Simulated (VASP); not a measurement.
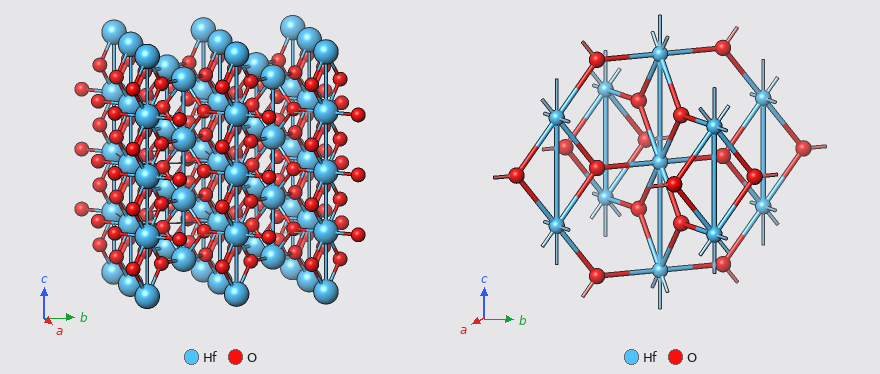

Left: the structure. Right: its underlying net. Nodes are coloured by element. Short stubs are edges that leave the cut-out.

HfO2 (space group P4_2/mnm, No. 136). Coordinates: a cell listed in the Materials Project, as set up for an electronic-structure calculation.

Bonds are taken as Hf–Hf below 3.5 Å and Hf–O below 2.3 Å; no other contact counts. The graph is simplified in the usual way: terminal and isolated atoms are pruned, two-connected atoms become edges.

The result is a binodal (3,8)-connected, three-periodic net: O is a 3-connected node; Hf is an 8-connected node, in the ratio 2:1. It is a single net, without interpenetration.

| node | links | point symbol | coordination sequence |
| --- | --- | --- | --- |
| O | 3 | 3·5² | 3 18 33 78 97 180 |
| Hf | 8 | 3⁴·4²·5⁶·6¹²·7³·8 | 8 18 48 66 128 146 |
